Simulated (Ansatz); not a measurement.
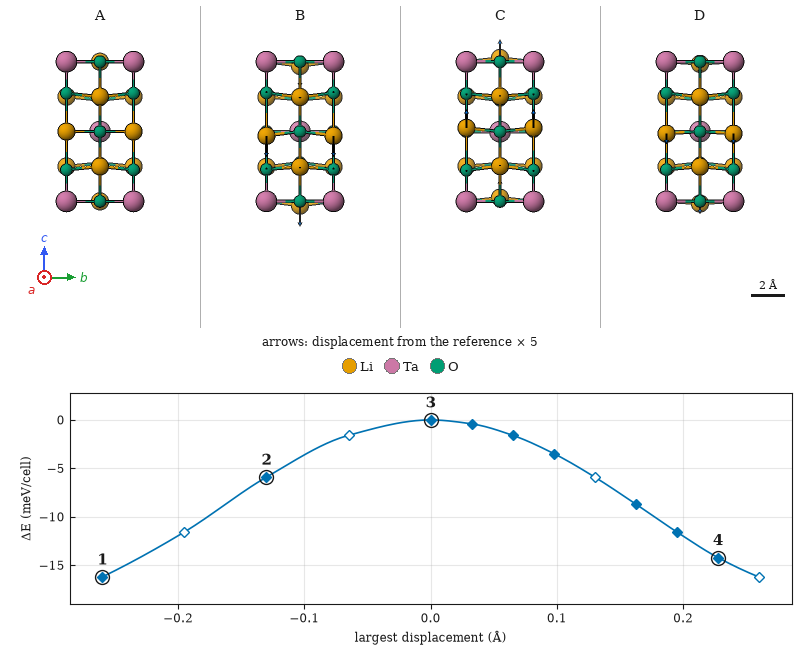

A crystal of Li₃TaO₄ (I4/mmm): a normal mode at the zone centre is frozen in with the cell fixed, the amplitude being the largest displacement of an atom. The frames are shuffled; the numbered points of the plot belong to them. Hollow markers are points alike by symmetry, not computed again. Style: ball-and-stick. Shown: the conventional cell (2 times the calculation's cell), along the a axis. Blue arrows: displacements from the reference. Lengths and directions refer to the drawn axes.

All numbers below come from DFT PBEsol, scalar-relativistic, plane waves, PAW (Ansatz). (plane-wave cutoff 420 eV; k-point mesh 10 × 10 × 10; occupations gaussian; smearing width 0.05 eV; no spin polarisation). Energies (free energies at the smearing named) are counted from the relaxed crystal.

**Which frame belongs to which numbered point?**

Point 1 is frame B (the amplitude −0.26 Å, −16.2 meV/cell); 2 is frame D (the amplitude −0.13 Å, −5.9 meV/cell); 3 is frame A (the amplitude 0.00 Å, 0.0 meV/cell); 4 is frame C (the amplitude 0.2275 Å, −14.2 meV/cell). The harmonic wavenumber of the mode is 167i cm⁻¹, so the reference is unstable against it. Of the computed points the lowest is at the amplitude −0.26 Å and 0.26 Å (by symmetry), −16.2 meV/cell. A local maximum lies at 0.00 Å (0.0 meV/cell). The energy is still falling at the end of the range, so the minimum along this coordinate lies there or beyond. The reference isn't the lowest point: the distortion gains at least 16.2 meV/cell. The distortion takes the space group from I4/mmm to I4mm.
